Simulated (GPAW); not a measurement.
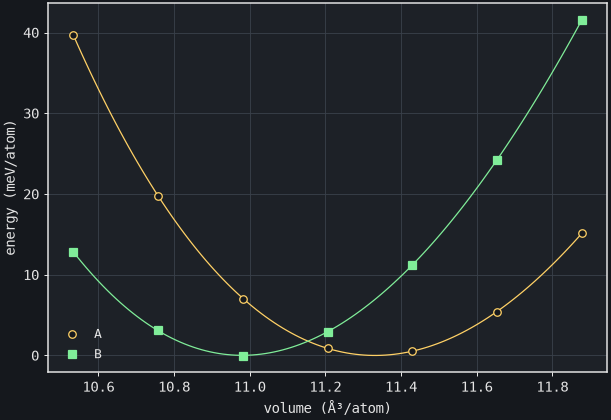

The figure compares two calculations of the energy against volume, each curve from its own zero. The first is for AlCo, space group Pm-3m (No. 221).

The cell holds 2 atoms.

How it was computed, with GPAW 26.7.0: PAW DFT in plane waves, on a grid or in atomic orbitals, collinear spins; energies at scaled volumes of the given cell, shape and fractions fixed, counted from the fit's minimum, third-order Birch-Murnaghan fit. Level: r2SCAN, collinear spin.

- k mesh: 9×9×9
- occupations: Fermi–Dirac
- smearing width: 0.05 eV
- potentials: GPAW PAW data sets (gpaw data 1.2.1)
- wave cutoff: 600 eV
- program settings: basis pw

In the second, the level changes from r2SCAN to LDA.

Which of A and B is the second calculation, and what did the change do?

Answer. B. The equilibrium volume falls from 11.33 to 10.98 Å³/atom (−3.1 %) and the bulk modulus rises from 199 to 210 GPa (+5.5 %).

For r2SCAN, limits of the calculation: the fit and the printed pressures don't fully agree, or the minimum lies near the end of the range.

V0 and the bulk modulus come from third-order Birch–Murnaghan fits.
